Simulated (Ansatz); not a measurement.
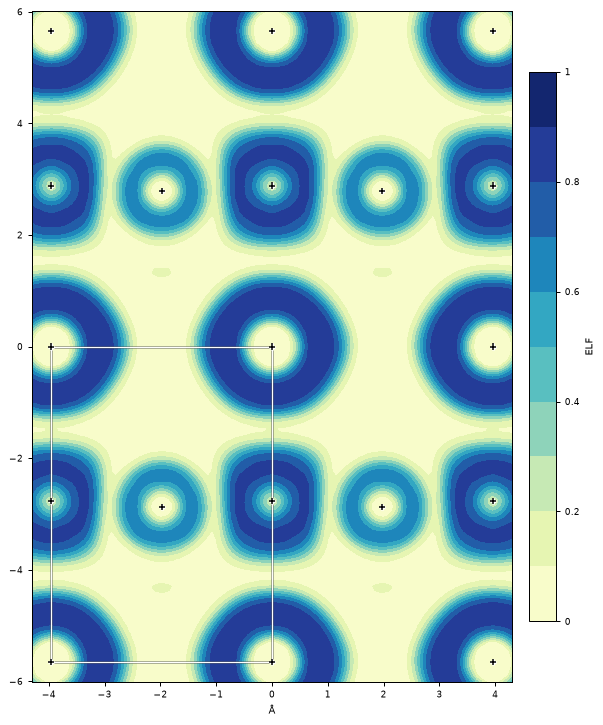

The ELF on a plane through atoms (crosses mark nuclei in the plane).

Method: Ansatz 0.2.0, DFT PBEsol, plane waves, PAW.

Candidates:
A. BaTiO3, a = 3.96 Å, b = 3.96 Å, c = 4.04 Å, α = 90.00°, β = 90.00°, γ = 90.00°. Space group P4mm; computed without spin polarisation.
B. Co, a = 2.46 Å, b = 2.46 Å, c = 3.97 Å, α = 90.00°, β = 90.00°, γ = 120.00°. Space group P6₃/mmc; a structure from a database of computed crystals, not necessarily the ambient phase; the program warned that a starting moment wasn't kept; spin-polarised.

Which system is this?

Answer. Candidate A: BaTiO3 on the (011̄) plane of the conventional cell, which holds Ba, Ti and O. Ba–O (2.77 Å): the ELF is about 0.15 at the midpoint: an ionic contact with no shared pair. Ti–O (1.98 Å): the ELF peaks at about 0.80 in the valence shell of O, 0.6 Å from its nucleus, and is about 0.20 at the midpoint: no shared electron pair shows on this line.
